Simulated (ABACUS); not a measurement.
**Ti: band-structure run (part 2 of 2)**

Continued. System: Ti (Im-3m, 1 atom in the cell). Method: Kohn-Sham DFT of a periodic cell, revTPSS, SG15 ONCV 1.2 PBE, no spin polarisation (ABACUS 3.10.1); cutoff 1319.75 eV, 7×7×7 k-mesh, fermi-dirac of 0.05 eV. The structure derives from an entry of the Crystallography Open Database.

Geometry of the input (Å; fractional positions):
```
2.8423  0.0000  0.0000
-0.9474  2.6797  0.0000
-0.9474  -1.3399  2.3207
Ti 0.0000  0.0000  0.0000
```

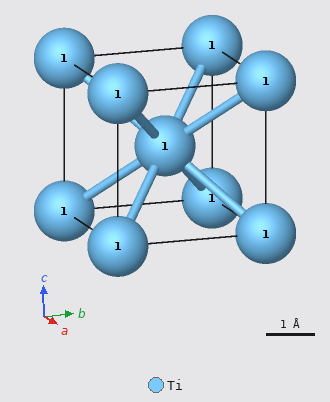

The structure as given in the input (ball-and-stick view of the cell 2 times as large as that of the calculation, set on its symmetry axes, seen slightly off an axis; atoms are numbered from 1 in the order of the input).

Log, continued
```
----------------------------------------------------------
 E_KohnSham     -115.1939410632      -1567.2939735362
 E_Harris       -117.3299655286      -1596.3560773332
 E_Fermi        1.0306248337         14.0223702393
----------------------------------------------------------

 PW ALGORITHM --------------- ION=   1  ELEC=   2--------------------------------

 Density error is 0.0169879254844
                          Error Threshold = 0.000881543659137
----------------------------------------------------------
     Energy           Rydberg                 eV
----------------------------------------------------------
 E_KohnSham     -115.2458826512      -1568.0006750956
 E_Harris       -114.2042937666      -1553.8291312912
 E_Fermi        0.9399612413         12.7888287804
----------------------------------------------------------

 PW ALGORITHM --------------- ION=   1  ELEC=   3--------------------------------

 Density error is 0.000629298161674
                          Error Threshold = 0.000141566045704
----------------------------------------------------------
     Energy           Rydberg                 eV
----------------------------------------------------------
 E_KohnSham     -115.2527334897      -1568.0938855347
 E_Harris       -115.3227252429      -1569.0461721916
 E_Fermi        0.9611823643         13.0775569712
----------------------------------------------------------

 PW ALGORITHM --------------- ION=   1  ELEC=   4--------------------------------

 Density error is 9.30245429667e-05
                          Error Threshold = 5.24415134728e-06
----------------------------------------------------------
     Energy           Rydberg                 eV
----------------------------------------------------------
 E_KohnSham     -115.2541160652      -1568.1126964394
 E_Harris       -115.2130097819      -1567.5534167640
 E_Fermi        0.9579768838         13.0339441722
----------------------------------------------------------

 PW ALGORITHM --------------- ION=   1  ELEC=   5--------------------------------

 Density error is 4.32950234259e-06
                          Error Threshold = 7.75204524722e-07
----------------------------------------------------------
     Energy           Rydberg                 eV
----------------------------------------------------------
 E_KohnSham     -115.2541708374      -1568.1134416541
 E_Harris       -115.2470157973      -1568.0160923388
 E_Fermi        0.9584855907         13.0408654851
----------------------------------------------------------

 PW ALGORITHM --------------- ION=   1  ELEC=   6--------------------------------

 Density error is 6.46038377839e-07
                          Error Threshold = 3.60791861882e-08
----------------------------------------------------------
     Energy           Rydberg                 eV
----------------------------------------------------------
 E_KohnSham     -115.2541757209      -1568.1135080982
 E_Harris       -115.2517846942      -1568.0809765099
 E_Fermi        0.9585857321         13.0422279778
----------------------------------------------------------

 PW ALGORITHM --------------- ION=   1  ELEC=   7--------------------------------

 Density error is 1.34985090704e-09
                          Error Threshold = 5.38365314865e-09
----------------------------------------------------------
     Energy           Rydberg                 eV
----------------------------------------------------------
 E_KohnSham     -115.2541758937      -1568.1135104483
 E_KS(sigma->0) -115.2536426939      -1568.1062558928
 E_Harris       -115.2541494019      -1568.1131500090
 E_band         -11.9978204465       -163.2387216530
 E_one_elec     -39.8994613386       -542.8600213362
 E_Hartree      23.2789208245        316.7259665045
 E_xc           -14.1367999671       -192.3410310390
 E_Ewald        -84.4957690129       -1149.6239154666
 E_entropy(-TS) -0.0010663996        -0.0145091110
 E_descf        0.0000000000         0.0000000000
 E_exx          0.0000000000         0.0000000000
 E_Fermi        0.9586437236         13.0430169928
----------------------------------------------------------

 charge density convergence is achieved
 final etot is -1568.1135104 eV
 EFERMI = 13.043016993 eV
The vacuum level is 12.873711865 eV

 STATE ENERGY(eV) AND OCCUPATIONS    NSPIN == 1
 1/20 kpoint (Cartesian) = 0.0000 0.0000 0.0000 (488 pws)
       1       -44.3398     0.00583090
       2       -19.9375     0.00583090
       3       -19.9375     0.00583090
       4       -19.9375     0.00583090
       5        7.05272     0.00583090
       6        14.0530    9.83547e-12
       7        14.0530    9.83547e-12
       8        14.0530    9.83547e-12
       9        15.8295    3.65171e-27
      10        15.8295    3.65171e-27
      11        30.2748        0.00000
      12        30.2748        0.00000
      13        30.2748        0.00000
      14        36.0473        0.00000
      15        36.0473        0.00000
      16        39.4715        0.00000

 2/20 kpoint (Cartesian) = -0.050261 0.035540 0.0000 (479 pws)
       1       -44.3174      0.0699708
       2       -20.0592      0.0699708
       3       -19.9755      0.0699708
       4       -19.9382      0.0699708
       5        7.71714      0.0699708
       6        13.7571    4.38641e-08
       7        13.9116    1.99649e-09
       8        14.5462    6.14856e-15
       9        15.5655    8.61108e-24
      10        15.8538    2.69883e-26
      11        29.0813        0.00000
      12        29.9477        0.00000
      13        30.8519        0.00000
      14        34.8590        0.00000
      15        35.7854        0.00000
      16        35.8745        0.00000

 3/20 kpoint (Cartesian) = -0.10052 0.071080 0.0000 (480 pws)
       1       -44.2668      0.0699708
       2       -20.3257      0.0699708
       3       -20.0598      0.0699708
       4       -19.9397      0.0699708
       5        9.34731      0.0699708
       6        13.1564     0.00655997
       7        13.3760    8.95277e-05
       8        15.5913    5.13398e-24
       9        15.8213    5.16449e-26
      10        15.9714    2.56829e-27
      11        25.6571        0.00000
      12        28.0666        0.00000
      13        31.9297        0.00000
      14        32.1160        0.00000
      15        34.8270        0.00000
      16        36.5035        0.00000

 4/20 kpoint (Cartesian) = -0.15078 0.10662 0.0000 (472 pws)
       1       -44.2258      0.0699708
       2       -20.5330      0.0699708
       3       -20.1266      0.0699708
       4       -19.9409      0.0699708
       5        10.4948      0.0699708
       6        12.7254      0.0698492
       7        13.7353    6.78637e-08
       8        15.8017    7.64812e-26
       9        16.1393    8.93071e-29
      10        17.1162    2.92098e-37
      11        22.3058    2.44892e-82
      12        26.4807        0.00000
      13        29.5698        0.00000
      14        32.5803        0.00000
      15        35.0479        0.00000
      16        37.7650        0.00000

 5/20 kpoint (Cartesian) = -0.050261 -0.071080 0.061557 (479 pws)
       1       -44.2809       0.139942
       2       -20.2406       0.139942
       3       -20.0222       0.139942
       4       -19.9661       0.139942
       5        8.90073       0.139942
       6        13.3669    0.000214810
       7        13.4064    9.74846e-05
       8        15.3511    1.25243e-21
       9        15.5280    3.64621e-23
      10        16.0423    1.24361e-27
      11        27.4428        0.00000
      12        27.9675        0.00000
      13        31.5954        0.00000
      14        31.8402        0.00000
      15        35.1630        0.00000
      16        37.4163        0.00000

 6/20 kpoint (Cartesian) = -0.050261 -0.12439 0.092336 (471 pws)
       1       -44.2350       0.279883
       2       -20.4390       0.279883
       3       -20.1254       0.279883
       4       -19.9779       0.279883
       5        10.5170       0.279883
       6        12.7947       0.277948
       7        13.0844      0.0851669
       8        15.5669    3.34692e-23
       9        16.1962    1.14530e-28
      10        17.0890    2.01445e-36
      11        23.8788        0.00000
      12        26.0897        0.00000
      13        29.1934        0.00000
      14        32.6298        0.00000
      15        36.0821        0.00000
      16        37.6843        0.00000

[... levels at 14 further k points ...]

------------------------------------------------------------------------------------------
 TOTAL-FORCE (eV/Angstrom)
------------------------------------------------------------------------------------------
                       Ti1         0.0000000000         0.0000000000         0.0000000000
------------------------------------------------------------------------------------------

----------------------------------------------------------------
 TOTAL-STRESS (KBAR)
----------------------------------------------------------------
       -43.9312311847         0.0000000038         0.0000000066
         0.0000000038       -43.9312311818         0.0000000095
         0.0000000066         0.0000000095       -43.9312311717
----------------------------------------------------------------
 TOTAL-PRESSURE: -43.931231 KBAR

 --------------------------------------------
 !FINAL_ETOT_IS -1568.1135104482968927 eV
 --------------------------------------------
```

Standard output
```
ABACUS v3.10.1

               Atomic-orbital Based Ab-initio Computation at UStc

 dft_functional readin is: MGGA_X_REVTPSS+MGGA_C_REVTPSS
 dft_functional in pseudopot file is: PBE
 Please make sure this is what you need

%%%%%%%%%%%%%%%%%%%%%%%%%%%%%%%%%%%%%%%%%%%%%%%%%%%%%%%%%%%%%%%%%%%%%%%%%%%%%%%%%%%%%%%%%%%%%%%%%%%%%%%%%
 Warning: the number of valence electrons in pseudopotential > 4 for Ti: [Ar] 3d2 4s2
 Pseudopotentials with additional electrons can yield (more) accurate outcomes, but may be less efficient.
 If you're confident that your chosen pseudopotential is appropriate, you can safely ignore this warning.
%%%%%%%%%%%%%%%%%%%%%%%%%%%%%%%%%%%%%%%%%%%%%%%%%%%%%%%%%%%%%%%%%%%%%%%%%%%%%%%%%%%%%%%%%%%%%%%%%%%%%%%%%

 UNIFORM GRID DIM        : 36 * 36 * 36
 UNIFORM GRID DIM(BIG)   : 36 * 36 * 36
func,idMGGA_X_REVTPSS 212
func,idMGGA_C_REVTPSS 241
 ---------------------------------------------------------
 Self-consistent calculations for electrons
 ---------------------------------------------------------
 SPIN    KPOINTS         PROCESSORS  THREADS
 1       20              4           4
 ---------------------------------------------------------
 Use plane wave basis
 ---------------------------------------------------------
 ELEMENT NATOM       XC
 Ti      1
 ---------------------------------------------------------
 Initial plane wave basis and FFT box
 ---------------------------------------------------------
 -------------------------------------------
 SELF-CONSISTENT :
 -------------------------------------------
 START CHARGE      : atomic
 ITER       ETOT/eV          EDIFF/eV         DRHO         DKIN     TIME/s
 DA1     -1.56729397e+03   0.00000000e+00   1.0579e-01   5.1003e-01   5.74
 DA2     -1.56800068e+03  -7.06701559e-01   1.6988e-02   2.3942e-01   2.09
 DA3     -1.56809389e+03  -9.32104391e-02   6.2930e-04   1.5137e-01   1.74
 DA4     -1.56811270e+03  -1.88109047e-02   9.3025e-05   2.8654e-02   2.24
 DA5     -1.56811344e+03  -7.45214637e-04   4.3295e-06   9.2828e-03   1.99
 DA6     -1.56811351e+03  -6.64440967e-05   6.4604e-07   2.6780e-04   1.86
 DA7     -1.56811351e+03  -2.35013171e-06   1.3499e-09   9.0245e-05   1.46
----------------------------------------------------------------
 TOTAL-STRESS (KBAR)
----------------------------------------------------------------
       -43.9312311847         0.0000000038         0.0000000066
         0.0000000038       -43.9312311818         0.0000000095
         0.0000000066         0.0000000095       -43.9312311717
----------------------------------------------------------------
 TOTAL-PRESSURE: -43.931231 KBAR
```

Results in brief

| quantity | value |
| --- | --- |
| outcome | converged |
| space group (tolerance 0.01 Å) | Im-3m (229) |
| electrons treated | 12 |
| free energy | −1568.1135 eV |
| Fermi energy of the self-consistent step | 13.043 eV |
| gap on the k-point mesh | none (metallic) |
| pressure | −4.39 GPa |
| largest force (length of the vector) | under 0.001 eV/Å |
| wall time | 19 s (CPU time 74 s) |
| peak memory | 0.36 GiB |
